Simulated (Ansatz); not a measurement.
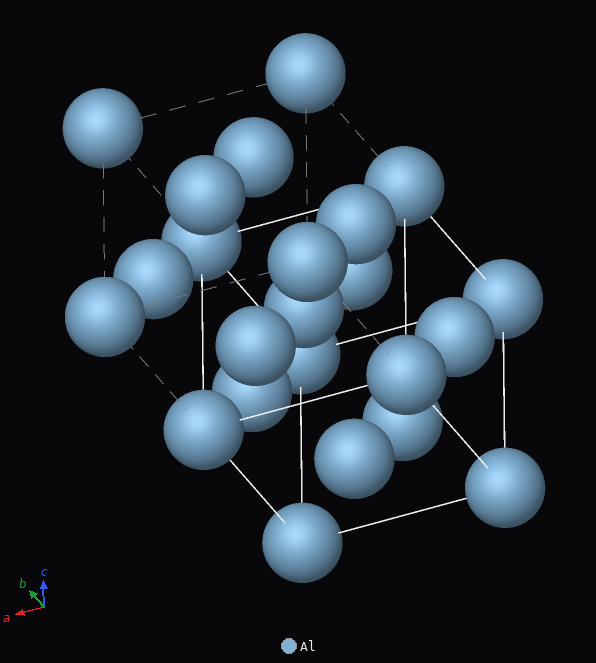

Spheres-only representation of a periodic structure, projected from a general direction. Shown are 1×2×1 repeats of the drawn cell (a repeat of the simulation cell), one of them outlined in solid lines.

Al, a = 4.00 Å, b = 4.00 Å, c = 4.04 Å, α = 90.00°, β = 89.40°, γ = 90.00°.

All computed values are from DFT PBEsol, scalar-relativistic, plane waves, PAW (Ansatz). Settings: a 420 eV plane-wave basis, k-points about 0.24 Å⁻¹ apart, Gaussian smearing of 0.1 eV, no spin polarisation.

### Metal or not?

A metal: bands cross the Fermi level.

### How far is the cell from zero pressure?

The computed pressure is 0.1 GPa, close to zero.

Its origin is a structure listed in the Materials Project. The cell was then strained or its atoms displaced on purpose. A calculation with Ansatz used it as input.
